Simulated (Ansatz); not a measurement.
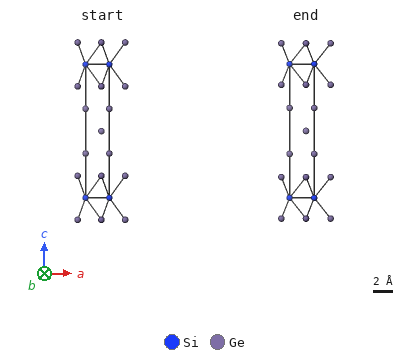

The structure of crystalline SiGe₅ (a generated structure, set up in P-6m2) (coarse preliminary run) before (left) and after (right) a relaxation, at one scale.

Style: ball-and-stick. Shown: the cell of the calculation, along the b axis.

Method: DFT PBE, scalar-relativistic, plane waves, PAW (Ansatz).

The input:
```yaml
crystal:
  lattice:
    - [2.91736201, 0.0, 0.0]
    - [-1.45868101, 2.52650961, 0.0]
    - [0.0, 0.0, 14.18054049]
  atoms:
    - { symbol: Si, position: [0.0, 0.0, 0.0] }
    - { symbol: Ge, position: [0.66666667, 0.33333333, 0.83533365] }
    - { symbol: Ge, position: [0.0, 0.0, 0.66764224] }
    - { symbol: Ge, position: [0.66666667, 0.33333333, 0.5] }
    - { symbol: Ge, position: [0.0, 0.0, 0.33235776] }
    - { symbol: Ge, position: [0.66666667, 0.33333333, 0.16466635] }
basis:
  ecutwfc: 420
kpoints:
  mp_grid: { grid: [6, 6, 2] }
hamiltonian:
  xc: pbe
scf:
  occupations: { method: gaussian, width: 0.1 }
  lower_state_search: "off"
output:
  forces: true
  stress: true
  eigenvalues: true
relax:
  adjacent_minimum: "off"
  f_tol: 0.04
  max_steps: 70
  cell: { stress_tol: 0.4 }
```

Launched with:
```bash
ansatz run input.yaml --threads 1 --pin off --max-ram 2560MiB --backend cpu --events-out ev --progress --plain --runs-dir out
```

### What changed between the two?

The energy falls by 38.5 meV per atom in 2 accepted moves (3 points after the start). Largest force component: 0.44 eV/Å at the start, 0.03 eV/Å at the end. The pressure goes from 5.89 to −0.26 GPa. At 1 point the geometry stayed and the basis and grid were re-selected for the new cell (energy shift of 0.4 meV per atom at most each time). The largest moves relative to the cell, 0.14 Å, are those of Ge2 and Ge6. Ge6 goes along −c. Si stays in place. Cell: a = b 2.917 → 3.024 Å (+3.7 %), c 14.181 → 14.221 Å (+0.3 %). Volume +7.8 %. Some distances before and after: Si1–Ge2 2.879 → 2.812 Å. Among the angles between lasting bonds that change: Ge2–Si1–Ge6 108.4° → 103.2°, Si1–Ge6–Si1 60.9° → 65.1°, Ge2–Si1–Ge2 60.9° → 65.1°. The space group stays P-6m2 (No. 187). The run took 29 s on 1 thread of Arm Neoverse V1 (shared host), peak memory 0.36 GiB.
